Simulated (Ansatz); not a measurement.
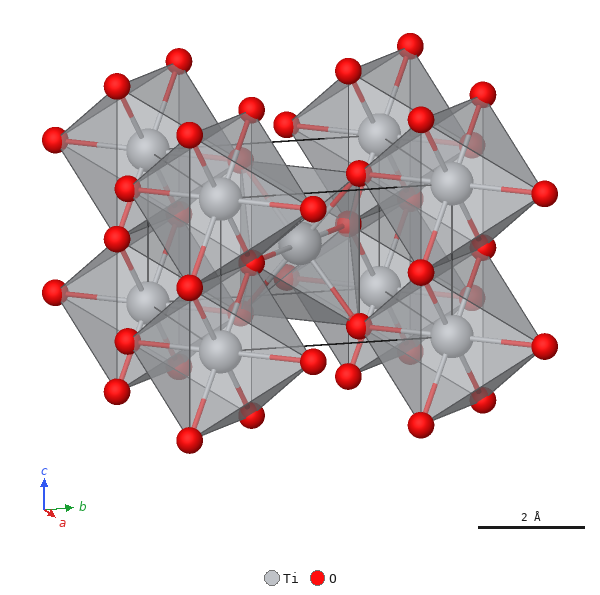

Fig. 1: The structure as given in the input (polyhedral view of the cell of the calculation, seen slightly off an axis; polyhedra are completed across the faces of the cell).

# TiO$_{2}$: single-point calculation

The run: single-point calculation of TiO$_{2}$ (6 atoms in the cell). Method and program: DFT PBE, scalar-relativistic, plane waves, PAW, no spin polarisation (Ansatz 0.2.0).

The structure derives from an entry of the Crystallography Open Database. Figures and captions count atoms from 1; the log counts them from 0 in places.

The program's output
```
Engine: ansatz 0.2.0, x86_64-unknown-linux-gnu
Pseudopotentials: kind: paw
Pseudopotential: Ti, paw, valence charge 12, recommended cutoff 420 eV (normal), Ti.paw.azcp
Pseudopotential: O, paw, valence charge 6, recommended cutoff 420 eV (normal), O.paw.azcp
Functional definition: PBE
  parameter kappa = 0.804
  parameter beta = 0.06672455060314922
  exchange = pbe_x(kappa = kappa, mu = beta*pi^2/3)
  correlation = pbe_c(beta = beta)
Crystal: 6 atoms, lattice volume = 62.367 Å³
Basis set: ecut = 420 eV, 1217 PW (Γ), exchange–correlation on 64×64×40 points (8 copies of the dense FFT grid, shifted against one another)
Bands: 30, of which v1, the nominal top of the filled ones, is band 24 counted from 1 (23 counted from 0)
Symmetry: 16 space group operations
Space group: P42/mnm (ITA 136), of the structure as read, at distance tolerance 4.0e-5 Å
k-points: 24 of 96
Non-local potential: Ti, projectors of the file, l = 0: 3, l = 1: 2, l = 2: 3, l = 3: 1
Non-local potential: O, projectors of the file, l = 0: 2, l = 1: 2, l = 2: 1
PAW form: soft (Blöchl's): semilocal exchange-correlation on the pseudo side does not see the compensation charge
PAW one-centre angular grid: Ti, 590 points (default); XC on 64 Gauss nodes
PAW one-centre angular grid: O, 110 points (default); XC on 64 Gauss nodes
Initial density: superposition of atomic densities (neutral atoms: chi_scale 0, normalization atom), corrected by the library's trained network
Initial wavefunctions: pseudopotential atomic-orbital guess
Functional: x = pbe(κ = 0.804, μ = 0.2195149727645171), c = pbe(β = 0.06672455060314922)
SCF iter   1: F=—  HF=-7277.277537 eV  |F-HF|=—  |Δ(HF+E_count)|=         —  Δρ=2.13e-3  dr2=1.66e-3  ethr=1.77e-3  ⟨swp⟩=4.7  Hψ=2852  notcnv=0
preconditioner: auto → Resta (q_TF=auto, 2.612 Å⁻¹)  ε∞=9.0  [insulator: Δε(μ)=1.877 eV  Ē_g=9.430 eV  σ=0.100 eV  W_gap=1.00  n_scr=18 (ndim 8)  ℏωp=26.6 eV  f_vac=0.017  D(μ)=0.00/eV (n_scr^D=0)  ε∞_Penn≈9.0]
SCF iter   2: F=—  HF=-7277.278278 eV  |F-HF|=—  |Δ(HF+E_count)|=   7.41e-4  Δρ=1.27e-3  dr2=5.10e-4  ethr=3.45e-6  ⟨swp⟩=2.5  Hψ=1378  notcnv=0
SCF iter   3: F=—  HF=-7277.278546 eV  |F-HF|=—  |Δ(HF+E_count)|=   2.68e-4  Δρ=6.34e-4  dr2=1.54e-4  ethr=1.06e-6  ⟨swp⟩=2.2  Hψ=1060  notcnv=0
SCF iter   4: F=—  HF=-7277.278689 eV  |F-HF|=—  |Δ(HF+E_count)|=   1.43e-4  Δρ=1.10e-4  dr2=6.94e-6  ethr=3.22e-7  ⟨swp⟩=2.2  Hψ=1052  notcnv=0
SCF iter   5: F=—  HF=-7277.278668 eV  |F-HF|=—  |Δ(HF+E_count)|=   2.13e-5  Δρ=3.25e-5  dr2=5.76e-7  ethr=1.45e-8  ⟨swp⟩=2.2  Hψ=1096  notcnv=0
SCF iter   6: F=-7277.278668 eV  HF=-7277.278668 eV  |F-HF|=8.01e-8  |Δ(HF+E_count)|=   1.38e-7  Δρ=1.18e-5  dr2=8.33e-8  ethr=2.08e-10  ⟨swp⟩=7.1  Hψ=2925  notcnv=0
SCF 1 converged in 6 iterations: F = -7277.278668 eV  dr2 = 8.33e-8
  greatest PAW one-centre occupation: 0.999 electrons in one spin orbital (limit 2), on the Ti atom at site 0 (counted from 0), in its partial waves of l = 0
```

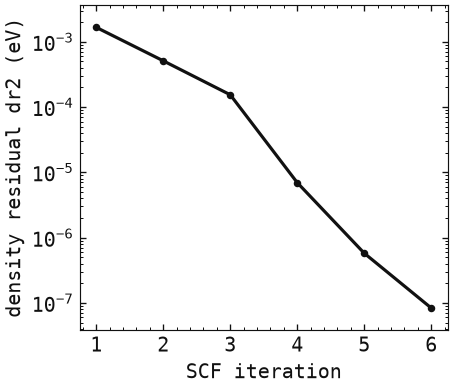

Fig. 2: Convergence of the self-consistent field: density residual dr2 against the SCF iteration. The residual falls at every step.

```
SCF converged after 6 iterations
Free energy (F): -7277.278668 eV
Harris-Foulkes:  -7277.278668 eV  (|F-HF|=8.01e-8)
Internal energy: -7277.278668 eV  (E = F + TS)
E sigma→0 (E₀):  -7277.278668 eV
Fermi energy:    10.097110 eV
--- Per-component energies (eV) ---
  E_band       = -390.221021
  E_kinetic    = 1247.537034
  E_local      = -3084.272238  (includes V_loc(G=0)·N_el)
  E_nonlocal   = 196.446288
  E_hartree    = 1175.039011
  E_xc         = -492.945681
  E_vxc        = -624.333984  (∫ρ·V_xc dr)
  E_paw        = -2721.998352  (= ΣΔE_a)
  E_vpaw       = -475.681000  (= ΣTr[D̂ρ^β])
  E_aug_tail   = 0.010094  (compensation charges beyond the density's cutoff)
  E_ewald      = -3597.094824
  E_smearing   = -0.000000  (= −TS)
  E_closure    = 0.000000  (closes the sum)
  Σ components = -7277.278668   (vs F -7277.278668, Δ=0.00e0)
--- Forces (eV/Å), atoms counted from 1 ---
  atom   1  Ti     0.00000000    -0.00000000     0.00000000
  atom   2  Ti     0.00000000     0.00000000     0.00000000
  atom   3  O     -0.06994862    -0.06994862     0.00000000
  atom   4  O      0.06994862    -0.06994862     0.00000000
  atom   5  O      0.06994862     0.06994862     0.00000000
  atom   6  O     -0.06994862     0.06994862     0.00000000
  max |Σ_I F_I| component: 1.39e-17 eV/Å
--- Stress (GPa, compression-positive) ---
        5.653000       0.000000       0.000000
        0.000000       5.653000       0.000000
        0.000000       0.000000       4.878781
  P = ⅓ Tr σ = 5.3949 GPa (53.949 kbar)
--- Band table (eV; the first three rows and the last of 24) ---
  k-point 0: bands = ["-47.7029", "-47.6856", "-24.0248", "-24.0248", "-23.8570", "-23.8570", "-23.8171", "-23.7820", "-9.0622", "-7.8925", "-7.1418", "-7.1418", "3.3834", "3.7947", "4.2344", "5.3161", "5.3161", "6.6052", "6.6052", "7.1723", "8.4507", "8.7092", "8.7092", "9.1486", "11.0457", "11.3540", "11.5786", "11.6682", "11.6682", "13.5600"]
  k-point 1: bands = ["-47.6915", "-47.6766", "-23.9947", "-23.9947", "-23.9312", "-23.9023", "-23.8522", "-23.8522", "-8.7801", "-7.7370", "-7.2743", "-7.2743", "3.7739", "4.0869", "4.5521", "5.0931", "5.0931", "6.4283", "7.0750", "7.0750", "7.4614", "8.1880", "8.1880", "8.9889", "11.4299", "11.5699", "11.6117", "12.0017", "12.0017", "13.5227"]
  k-point 2: bands = ["-47.6679", "-47.6592", "-24.1518", "-24.1367", "-23.9279", "-23.9279", "-23.8483", "-23.8483", "-8.1355", "-7.5370", "-7.5370", "-7.4931", "4.5782", "4.6350", "5.1301", "5.1301", "5.3824", "5.4581", "6.0680", "7.1246", "7.1246", "7.5845", "7.5845", "8.1705", "11.5177", "11.8932", "12.3147", "12.5865", "12.5865", "12.9164"]
  k-point 23: bands = ["-47.6531", "-47.6531", "-24.2539", "-24.2539", "-23.8810", "-23.8810", "-23.8634", "-23.8634", "-7.7596", "-7.7596", "-7.4716", "-7.4716", "4.4302", "4.4302", "4.5923", "4.5923", "5.6227", "5.6227", "6.4348", "6.4348", "7.8714", "7.8714", "8.4791", "8.4791", "11.7612", "11.7612", "12.3802", "12.3802", "12.3920", "12.3920"]
```

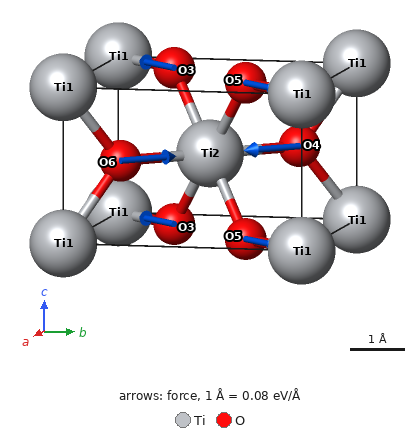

Fig. 3: Forces on the atoms as blue arrows (ball-and-stick view of the cell of the calculation, seen slightly off an axis; atoms are numbered from 1 in the order of the input). The largest act on all 4 O atoms (0.10 eV/Å). The geometry is not a stationary point of this energy.

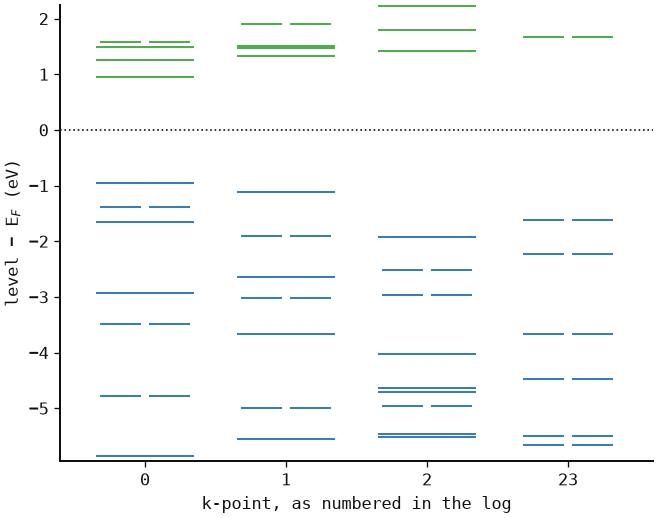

Fig. 4: Kohn–Sham levels near the Fermi level (dotted) at the few k-points that the log prints; levels within 0.02 eV of each other stand side by side. Among these points the highest filled and lowest empty levels are 1.90 eV apart, which is the gap on the mesh.

This output came from the following input.

Input
```yaml
crystal:
  lattice:
    - [4.5922, 0.0, 0.0]
    - [0.0, 4.5922, 0.0]
    - [0.0, 0.0, 2.9574]
  atoms:
    - { symbol: Ti, position: [0.0, 0.0, 0.0] }
    - { symbol: Ti, position: [0.5, 0.5, 0.5] }
    - { symbol: O, position: [0.30496, 0.30496, 0.0] }
    - { symbol: O, position: [0.19504, 0.80496, 0.5] }
    - { symbol: O, position: [0.69504, 0.69504, 0.0] }
    - { symbol: O, position: [0.80496, 0.19504, 0.5] }
basis:
  ecutwfc: 420
kpoints:
  mp_grid: { grid: [4, 4, 6] }
hamiltonian:
  xc: pbe
scf:
  occupations: { method: gaussian, width: 0.1 }
output:
  forces: true
  stress: true
  eigenvalues: true
```

Launch command:
```bash
ansatz run input.yaml --threads 8 --pin off --max-ram 22528MiB --backend cpu --events-out ev --progress --plain --runs-dir out
```

Results in brief

- outcome: converged
- space group (tolerance 0.01 Å): P4₂/mnm (136)
- electrons treated: 48
- free energy: −7277.2787 eV
- Fermi energy: 10.097 eV
- gap on the k-point mesh: 1.90 eV
- pressure: 5.39 GPa
- largest force (length of the vector): 0.099 eV/Å
- hardware: 8 threads of Intel Xeon @ 2.70GHz, 189 GiB of memory available, shared host
- wall time: 0.92 s (CPU time 3.8 s)
- peak memory: 0.44 GiB

Notes

The cell is under a pressure of 5.4 GPa at this level, so it is not at its equilibrium volume.
